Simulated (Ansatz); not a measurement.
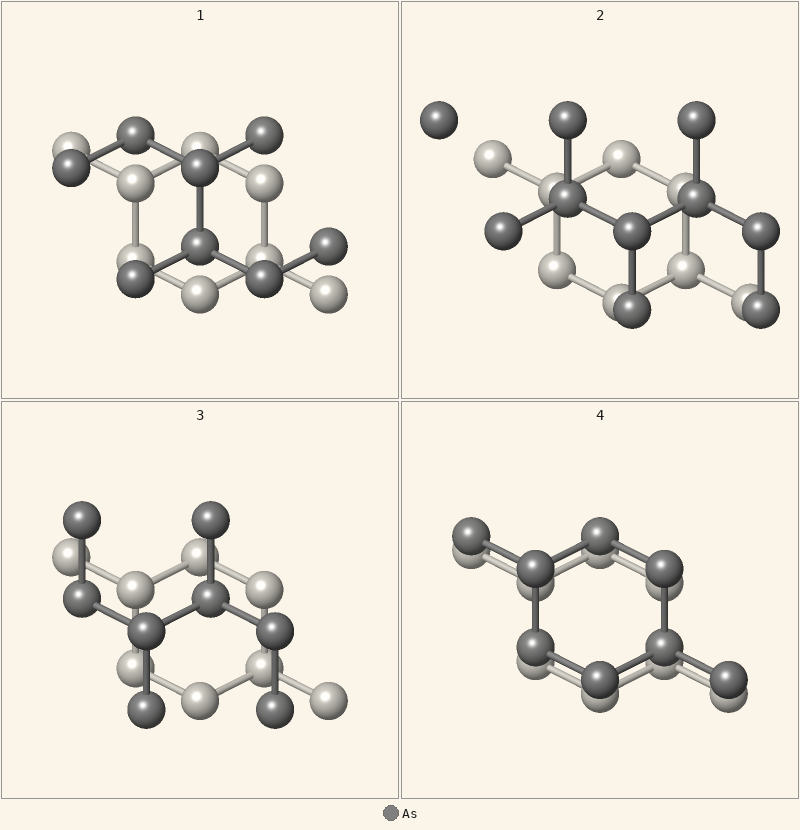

A bilayer of two As sheets (4 atoms in the cell). The upper layer of a bilayer is slid over the lower one; relaxed at each slide: the heights of all atoms; the origin of the map has As3 above As2. Places are given modulo a cell vector. The map is drawn in real space over the plane of the slide. Grid: 6 × 6 points; 10 points were computed and 26 follow by symmetry. All energies are given in meV/Å² relative to the lowest grid point. Computed with DFT PBE+D3(BJ), scalar-relativistic, plane waves, PAW in Ansatz 0.2.0. Settings: cutoff 420 eV, k-mesh 9×9×1, gaussian smearing 0.05 eV, no spin polarisation.

The numbered pictures are structures from this grid. They are seen from 5° off the normal. The lower layer is drawn fainter.

> Rank them by energy, lowest first.

4, at (4/6, 2/6) of the cell vectors: 0.0 meV/Å²; 3, at (3/6, 5/6) of the cell vectors: 3.4 meV/Å²; 1, at (1/6, 2/6) of the cell vectors: 6.8 meV/Å²; 2, at (0/6, 5/6) of the cell vectors: 8.5 meV/Å².

The map, with the structures marked:

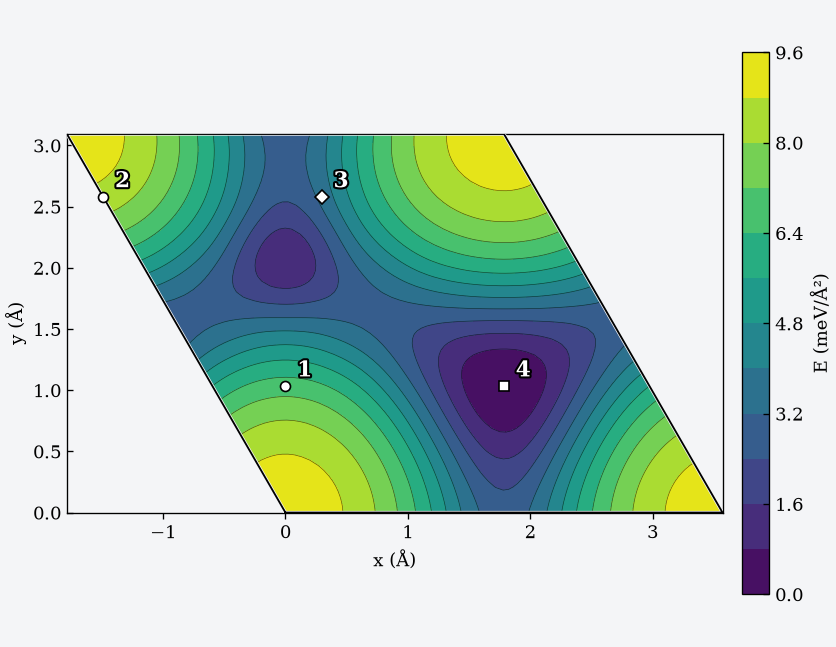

Drawn: filled contours, the outline of one cell of the plane. Between grid points the surface is interpolated.
